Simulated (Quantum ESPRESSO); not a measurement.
**Band-structure run, with input and output: Cr (part 2 of 4)**

Cr (2 atoms in the cell); Kohn-Sham DFT of a periodic cell, PBEsol, spin-orbit coupling, PseudoDojo 0.4 FR PBEsol standard (Quantum ESPRESSO 7.5); cutoff 1278.93 eV, 9×9×5 k-mesh, fermi-dirac of 0.05 eV, non-collinear spins. The structure derives from a Materials Project entry.

Geometry of the input (Å; fractional positions):
```
1.1471  -2.4670  0.0000
1.1471  2.4670  0.0000
0.0000  0.0000  4.0643
Cr 0.8705  0.1295  0.7500
Cr 0.1295  0.8705  0.2500
```

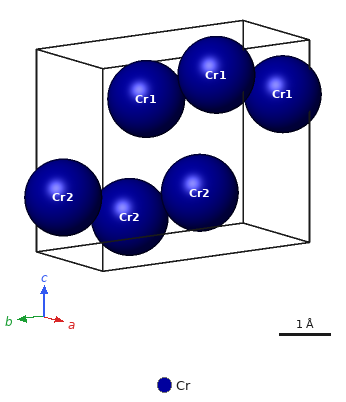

*The structure (spheres-only view of the cell 2 times as large as that of the calculation, set on its symmetry axes, seen at an oblique angle; atoms are numbered from 1 in the order of the input). An atom can appear more than once, as a periodic image.*

## Output, continued
```
     total energy              =    -355.51263589 Ry
     estimated scf accuracy    <       0.00906213 Ry

     total magnetization       =     0.82    -0.00    -0.00 Bohr mag/cell
     absolute magnetization    =     0.84 Bohr mag/cell

     iteration #  5     ecut=    94.00 Ry     beta= 0.30
     Davidson diagonalization with overlap
     ethr =  3.24E-05,  avg # of iterations =  2.4

     total energy              =    -355.51128478 Ry
     estimated scf accuracy    <       0.00276726 Ry

     total magnetization       =     0.79     0.00     0.00 Bohr mag/cell
     absolute magnetization    =     0.80 Bohr mag/cell

     iteration #  6     ecut=    94.00 Ry     beta= 0.30
     Davidson diagonalization with overlap
     ethr =  9.88E-06,  avg # of iterations =  2.6

     total energy              =    -355.51834796 Ry
     estimated scf accuracy    <       0.00084697 Ry

     total magnetization       =     0.11    -0.00    -0.00 Bohr mag/cell
     absolute magnetization    =     0.13 Bohr mag/cell

     iteration #  7     ecut=    94.00 Ry     beta= 0.30
     Davidson diagonalization with overlap
     ethr =  3.02E-06,  avg # of iterations =  1.7

     total energy              =    -355.51871397 Ry
     estimated scf accuracy    <       0.00022856 Ry

     total magnetization       =     0.24     0.00     0.00 Bohr mag/cell
     absolute magnetization    =     0.25 Bohr mag/cell

     iteration #  8     ecut=    94.00 Ry     beta= 0.30
     Davidson diagonalization with overlap
     ethr =  8.16E-07,  avg # of iterations =  2.2

     total energy              =    -355.51897703 Ry
     estimated scf accuracy    <       0.00006826 Ry

     total magnetization       =     0.14    -0.00     0.00 Bohr mag/cell
     absolute magnetization    =     0.15 Bohr mag/cell

     iteration #  9     ecut=    94.00 Ry     beta= 0.30
     Davidson diagonalization with overlap
     ethr =  2.44E-07,  avg # of iterations =  1.1

     total energy              =    -355.51897481 Ry
     estimated scf accuracy    <       0.00005269 Ry

     total magnetization       =     0.11     0.00     0.00 Bohr mag/cell
     absolute magnetization    =     0.11 Bohr mag/cell

     iteration # 10     ecut=    94.00 Ry     beta= 0.30
     Davidson diagonalization with overlap
     ethr =  1.88E-07,  avg # of iterations =  2.0

     total energy              =    -355.51904322 Ry
     estimated scf accuracy    <       0.00000534 Ry

     total magnetization       =     0.05    -0.00    -0.00 Bohr mag/cell
     absolute magnetization    =     0.05 Bohr mag/cell

     iteration # 11     ecut=    94.00 Ry     beta= 0.30
     Davidson diagonalization with overlap
     ethr =  1.91E-08,  avg # of iterations =  2.0

     total energy              =    -355.51904941 Ry
     estimated scf accuracy    <       0.00000324 Ry

     total magnetization       =     0.04    -0.00    -0.00 Bohr mag/cell
     absolute magnetization    =     0.04 Bohr mag/cell

     iteration # 12     ecut=    94.00 Ry     beta= 0.30
     Davidson diagonalization with overlap
     ethr =  1.16E-08,  avg # of iterations =  2.0

     total energy              =    -355.51905657 Ry
     estimated scf accuracy    <       0.00000051 Ry

     total magnetization       =     0.02     0.00     0.00 Bohr mag/cell
     absolute magnetization    =     0.02 Bohr mag/cell

     iteration # 13     ecut=    94.00 Ry     beta= 0.30
     Davidson diagonalization with overlap
     ethr =  1.82E-09,  avg # of iterations =  2.1

     total energy              =    -355.51905842 Ry
     estimated scf accuracy    <       0.00000009 Ry

     total magnetization       =     0.01    -0.00    -0.00 Bohr mag/cell
     absolute magnetization    =     0.01 Bohr mag/cell

     iteration # 14     ecut=    94.00 Ry     beta= 0.30
     Davidson diagonalization with overlap
     ethr =  3.08E-10,  avg # of iterations =  2.0

     total energy              =    -355.51905857 Ry
     estimated scf accuracy    <       0.00000005 Ry

     total magnetization       =     0.00     0.00    -0.00 Bohr mag/cell
     absolute magnetization    =     0.00 Bohr mag/cell

     iteration # 15     ecut=    94.00 Ry     beta= 0.30
     Davidson diagonalization with overlap
     ethr =  1.79E-10,  avg # of iterations =  2.0

     total energy              =    -355.51905870 Ry
     estimated scf accuracy    <          3.1E-09 Ry

     total magnetization       =    -0.00    -0.00     0.00 Bohr mag/cell
     absolute magnetization    =     0.00 Bohr mag/cell

     iteration # 16     ecut=    94.00 Ry     beta= 0.30
     Davidson diagonalization with overlap
     ethr =  1.11E-11,  avg # of iterations =  1.1

     total energy              =    -355.51905870 Ry
     estimated scf accuracy    <          4.1E-10 Ry

     total magnetization       =     0.00     0.00    -0.00 Bohr mag/cell
     absolute magnetization    =     0.00 Bohr mag/cell

     iteration # 17     ecut=    94.00 Ry     beta= 0.30
     Davidson diagonalization with overlap
     ethr =  1.45E-12,  avg # of iterations =  2.0

 ==============================================================================
     atom number    1 relative position :    0.2710  -0.4319   0.7200
     charge :    11.806222  (integrated on a sphere of radius 0.224)
     magnetization :         -0.000012    0.000000   -0.000000
     magnetization/charge:   -0.000001    0.000000   -0.000000
     polar coord.: r, theta, phi [deg] :     0.000012   90.000000  180.000000

 ==============================================================================

 ==============================================================================
     atom number    2 relative position :    0.2710   0.4319   0.2400
     charge :    11.806222  (integrated on a sphere of radius 0.224)
     magnetization :         -0.000012    0.000000    0.000000
     magnetization/charge:   -0.000001    0.000000    0.000000
     polar coord.: r, theta, phi [deg] :     0.000012   90.000000  180.000000

 ==============================================================================

     End of self-consistent calculation

          k = 0.0000 0.0000 0.0000 (  2371 PWs)   bands (ev):

   -51.9519 -51.9519 -51.7345 -51.7345 -24.0771 -24.0771 -23.5153 -23.5153
   -23.0898 -23.0897 -22.5224 -22.5224 -22.4792 -22.4792 -22.3595 -22.3595
    11.6912  11.6912  15.1933  15.1934  17.4354  17.4354  17.6783  17.6783
    18.7332  18.7332  19.7704  19.7704  20.5280  20.5280  20.6294  20.6294
    20.6672  20.6672  21.3197  21.3197  21.4728  21.4728  22.2484  22.2485
    29.4113  29.4114  35.4183  35.4184  40.0668  40.0668  41.9361  41.9361

          k = 0.0000 0.0000 0.2083 (  2378 PWs)   bands (ev):

   -51.9314 -51.9314 -51.7556 -51.7555 -24.0124 -24.0124 -23.5579 -23.5579
   -23.0451 -23.0451 -22.5803 -22.5802 -22.4708 -22.4708 -22.3840 -22.3840
    12.1193  12.1194  15.1630  15.1631  17.4419  17.4419  17.6637  17.6637
    19.0442  19.0442  19.4351  19.4352  19.5894  19.5895  20.4044  20.4044
    20.4501  20.4501  21.5892  21.5892  21.6973  21.6973  21.8600  21.8600
    30.9994  30.9994  36.0364  36.0365  39.8361  39.8362  41.1220  41.1220

          k = 0.0000 0.0000 0.4166 (  2394 PWs)   bands (ev):

   -51.8776 -51.8775 -51.8104 -51.8104 -23.8532 -23.8532 -23.6795 -23.6794
   -22.9184 -22.9183 -22.7386 -22.7385 -22.4510 -22.4510 -22.4215 -22.4215
    13.2715  13.2716  14.6005  14.6005  17.6029  17.6030  17.6526  17.6526
    18.4042  18.4043  18.6879  18.6879  19.9062  19.9063  20.1847  20.1847
    20.2053  20.2053  20.9353  20.9354  21.9007  21.9008  21.9410  21.9410
    34.3116  34.3116  37.2192  37.2193  38.2302  38.2302  39.5029  39.5029

          k = 0.2050 0.0953 0.0000 (  2386 PWs)   bands (ev):

   -51.9213 -51.9212 -51.7130 -51.7130 -24.0648 -24.0647 -23.5621 -23.5621
   -23.0892 -23.0892 -22.5971 -22.5971 -22.5497 -22.5497 -22.4476 -22.4476
    12.1906  12.1906  15.5366  15.5366  17.7424  17.7425  18.1260  18.1260
    18.6226  18.6226  19.1311  19.1311  19.7780  19.7780  20.3255  20.3256
    20.3772  20.3772  20.9476  20.9476  22.0731  22.0731  23.4843  23.4844
    29.4130  29.4130  35.7168  35.7168  40.2099  40.2100  40.8482  40.8482

          k = 0.2050 0.0953 0.2083 (  2380 PWs)   bands (ev):

   -51.9016 -51.9016 -51.7331 -51.7331 -24.0076 -24.0076 -23.6010 -23.6010
   -23.0442 -23.0441 -22.6100 -22.6100 -22.5741 -22.5741 -22.4797 -22.4797
    12.5998  12.5999  15.5254  15.5254  17.7660  17.7660  18.0042  18.0043
    18.6451  18.6451  18.9629  18.9630  19.6281  19.6281  19.9833  19.9833
    20.3530  20.3530  21.2967  21.2968  21.7929  21.7929  22.7227  22.7227
    31.1617  31.1617  36.2767  36.2768  39.6359  39.6360  40.8988  40.8989

          k = 0.2050 0.0953 0.4166 (  2387 PWs)   bands (ev):

   -51.8500 -51.8500 -51.7857 -51.7856 -23.8666 -23.8666 -23.7113 -23.7113
   -22.9187 -22.9187 -22.7455 -22.7455 -22.5608 -22.5608 -22.5236 -22.5236
    13.7015  13.7015  14.9870  14.9871  17.8593  17.8593  17.9091  17.9091
    18.2055  18.2055  18.6769  18.6770  19.7519  19.7519  19.9820  19.9820
    20.1079  20.1079  21.1030  21.1030  21.7278  21.7278  22.0203  22.0204
    34.5811  34.5811  37.3864  37.3864  38.2174  38.2174  39.5179  39.5179

          k = 0.4101 0.1907 0.0000 (  2389 PWs)   bands (ev):

   -51.8422 -51.8422 -51.6590 -51.6590 -24.0562 -24.0562 -23.7193 -23.7193
   -23.0987 -23.0987 -22.8378 -22.8378 -22.7471 -22.7471 -22.5127 -22.5126
    13.5132  13.5133  16.2167  16.2168  17.3694  17.3695  18.1649  18.1649
    18.8060  18.8060  19.3057  19.3057  19.5258  19.5258  20.0332  20.0332
    20.2279  20.2279  20.5476  20.5476  22.0140  22.0140  25.9133  25.9133
    29.4609  29.4609  35.7016  35.7017  36.8155  36.8156  39.8875  39.8884

          k = 0.4101 0.1907 0.2083 (  2383 PWs)   bands (ev):

   -51.8249 -51.8249 -51.6767 -51.6767 -24.0198 -24.0197 -23.7463 -23.7463
   -23.0600 -23.0600 -22.8290 -22.8290 -22.7657 -22.7657 -22.5546 -22.5546
    13.8425  13.8426  16.2023  16.2023  17.3062  17.3062  18.2141  18.2141
    18.7229  18.7229  19.3254  19.3254  19.5509  19.5509  19.7147  19.7147
    20.3395  20.3395  20.8225  20.8225  21.7283  21.7283  24.3433  24.3434
    31.6909  31.6909  36.0682  36.0682  37.2136  37.2137  39.2020  39.2020

          k = 0.4101 0.1907 0.4166 (  2382 PWs)   bands (ev):

   -51.7794 -51.7794 -51.7228 -51.7228 -23.9280 -23.9280 -23.8229 -23.8229
   -22.9663 -22.9663 -22.8605 -22.8605 -22.7510 -22.7510 -22.6526 -22.6526
    14.7035  14.7035  15.6963  15.6963  17.5254  17.5255  18.1002  18.1002
    18.7413  18.7413  19.0923  19.0923  19.4229  19.4229  19.7660  19.7660
    20.4030  20.4030  21.0216  21.0216  21.6223  21.6223  22.5808  22.5808
    35.2421  35.2422  36.9738  36.9739  37.7273  37.7273  38.3696  38.3699

          k = 0.6151 0.2860 0.0000 (  2384 PWs)   bands (ev):

   -51.7489 -51.7488 -51.5992 -51.5992 -24.1113 -24.1112 -23.9715 -23.9715
   -23.1777 -23.1777 -22.9612 -22.9612 -22.9337 -22.9337 -22.5433 -22.5433
    15.0080  15.0080  16.2645  16.2646  16.2795  16.2795  18.3340  18.3340
    18.5885  18.5885  19.3299  19.3299  19.7334  19.7334  20.7314  20.7314
    21.2151  21.2151  21.4950  21.4951  21.8554  21.8554  28.4462  28.4462
    29.4768  29.4768  32.6234  32.6234  34.8076  34.8077  38.1469  38.1470

          k = 0.6151 0.2860 0.2083 (  2386 PWs)   bands (ev):

   -51.7347 -51.7347 -51.6136 -51.6136 -24.1001 -24.1001 -23.9824 -23.9824
   -23.1609 -23.1609 -23.0024 -23.0024 -22.8807 -22.8807 -22.5734 -22.5734
    15.0812  15.0813  16.0875  16.0875  16.6860  16.6860  17.9785  17.9785
    18.8111  18.8112  19.2631  19.2631  20.2511  20.2511  20.6851  20.6852
    21.1020  21.1020  21.3598  21.3599  21.7708  21.7708  25.8911  25.8911
    32.2324  32.2324  32.9603  32.9603  35.2557  35.2557  37.0579  37.0580

          k = 0.6151 0.2860 0.4166 (  2378 PWs)   bands (ev):

   -51.6975 -51.6974 -51.6512 -51.6512 -24.0652 -24.0652 -24.0174 -24.0174
   -23.1202 -23.1202 -23.0613 -23.0613 -22.7783 -22.7783 -22.6595 -22.6595
    15.3575  15.3575  15.7902  15.7902  17.1904  17.1904  17.6467  17.6467
    19.2028  19.2028  19.6132  19.6132  20.1158  20.1158  20.5753  20.5753
    20.9984  20.9985  21.2966  21.2966  22.0744  22.0745  23.5634  23.5635
    33.5737  33.5737  34.3936  34.3936  35.7743  35.7743  37.0348  37.0349

          k = 0.8202 0.3813 0.0000 (  2384 PWs)   bands (ev):

   -51.6850 -51.6850 -51.5621 -51.5621 -24.1981 -24.1981 -24.1720 -24.1720
   -23.2421 -23.2421 -23.0390 -23.0390 -22.9412 -22.9412 -22.5675 -22.5675
    15.6554  15.6554  15.7082  15.7083  15.8820  15.8820  18.2849  18.2849
    19.0695  19.0695  19.6399  19.6399  19.7868  19.7868  21.3754  21.3754
    21.7282  21.7282  21.8497  21.8497  23.5637  23.5637  27.8296  27.8296
    30.6448  30.6449  31.5427  31.5427  33.7519  33.7520  35.8711  35.8711

          k = 0.8202 0.3813 0.2083 (  2382 PWs)   bands (ev):

   -51.6733 -51.6733 -51.5739 -51.5739 -24.2074 -24.2074 -24.1673 -24.1673
   -23.2313 -23.2313 -23.0939 -23.0939 -22.8718 -22.8717 -22.5882 -22.5882
    15.2204  15.2205  15.8138  15.8138  16.5783  16.5783  17.8822  17.8822
    18.7323  18.7323  19.5292  19.5292  20.8819  20.8820  21.4741  21.4741
    21.5511  21.5511  21.9667  21.9667  23.1186  23.1186  26.7915  26.7915
    30.4572  30.4573  31.8559  31.8559  33.8652  33.8652  36.4276  36.4276

          k = 0.8202 0.3813 0.4166 (  2385 PWs)   bands (ev):

   -51.6427 -51.6427 -51.6047 -51.6047 -24.2027 -24.2027 -24.1801 -24.1801
   -23.2039 -23.2039 -23.1592 -23.1592 -22.7593 -22.7593 -22.6544 -22.6544
    15.2542  15.2543  15.6177  15.6177  17.1453  17.1453  17.2940  17.2940
    19.4716  19.4717  19.5511  19.5512  20.9889  20.9890  21.0333  21.0333
    21.8354  21.8354  22.1414  22.1414  23.1862  23.1862  24.9793  24.9793
    30.7125  30.7125  31.3256  31.3256  34.6701  34.6702  36.2527  36.2528

          k = 0.4101 0.0000 0.0000 (  2379 PWs)   bands (ev):

   -51.8528 -51.8528 -51.6589 -51.6589 -24.0639 -24.0639 -23.6959 -23.6959
   -23.1001 -23.1001 -22.8215 -22.8215 -22.7223 -22.7223 -22.4909 -22.4909
    13.2310  13.2310  16.1662  16.1663  17.5015  17.5016  18.4981  18.4981
    18.8687  18.8687  19.1097  19.1098  19.6573  19.6573  19.7528  19.7528
    19.9995  19.9995  20.2451  20.2451  22.3298  22.3298  25.2810  25.2810
    29.4863  29.4864  38.0401  38.0402  38.0719  38.0720  38.4712  38.4712

          k = 0.4101 0.0000 0.2083 (  2381 PWs)   bands (ev):

   -51.8345 -51.8345 -51.6777 -51.6776 -24.0206 -24.0206 -23.7230 -23.7230
   -23.0592 -23.0592 -22.8149 -22.8149 -22.7378 -22.7378 -22.5441 -22.5441
    13.5823  13.5823  16.1175  16.1176  17.4907  17.4907  18.5722  18.5723
    18.6669  18.6670  19.1590  19.1590  19.5452  19.5452  19.7470  19.7470
    19.8386  19.8386  20.7077  20.7078  21.9688  21.9688  23.8373  23.8373
    31.6216  31.6216  38.1003  38.1003  38.2813  38.2813  39.1253  39.1253

          k = 0.4101 0.0000 0.4166 (  2373 PWs)   bands (ev):

   -51.7864 -51.7864 -51.7265 -51.7265 -23.9153 -23.9153 -23.8014 -23.8014
   -22.9572 -22.9571 -22.8199 -22.8199 -22.7597 -22.7597 -22.6538 -22.6538
    14.4991  14.4992  15.5527  15.5528  17.7595  17.7595  18.4426  18.4426
    18.8745  18.8745  18.9117  18.9117  19.3283  19.3283  19.4469  19.4470
    20.1958  20.1959  21.0778  21.0778  21.4622  21.4622  22.2970  22.2970
    35.2457  35.2458  38.0606  38.0607  38.8834  38.8834  39.4074  39.4074

          k = 0.6151 0.0953 0.0000 (  2389 PWs)   bands (ev):

   -51.7632 -51.7632 -51.5979 -51.5979 -24.1159 -24.1159 -23.9436 -23.9436
   -23.1980 -23.1980 -22.9379 -22.9379 -22.8986 -22.8986 -22.5116 -22.5116
    14.8270  14.8271  16.4087  16.4087  16.7293  16.7293  17.7458  17.7458
    18.5988  18.5989  18.9477  18.9478  19.4113  19.4113  20.5090  20.5091
    21.1573  21.1573  21.3611  21.3612  22.1552  22.1552  27.7328  27.7328
    29.6721  29.6722  33.9299  33.9299  35.3344  35.3344  39.3579  39.3579

          k = 0.6151 0.0953 0.2083 (  2385 PWs)   bands (ev):

   -51.7476 -51.7476 -51.6138 -51.6138 -24.0970 -24.0970 -23.9564 -23.9564
   -23.1703 -23.1703 -22.9698 -22.9698 -22.8624 -22.8624 -22.5523 -22.5522
    15.0010  15.0011  16.2259  16.2259  16.9647  16.9648  17.6973  17.6974
    18.6067  18.6067  19.1553  19.1553  19.5693  19.5693  20.5246  20.5246
    21.0169  21.0170  21.2752  21.2752  22.0704  22.0704  25.4207  25.4207
    32.4203  32.4204  34.2094  34.2094  35.6327  35.6328  38.1587  38.1587

          k = 0.6151 0.0953 0.4166 (  2373 PWs)   bands (ev):
```
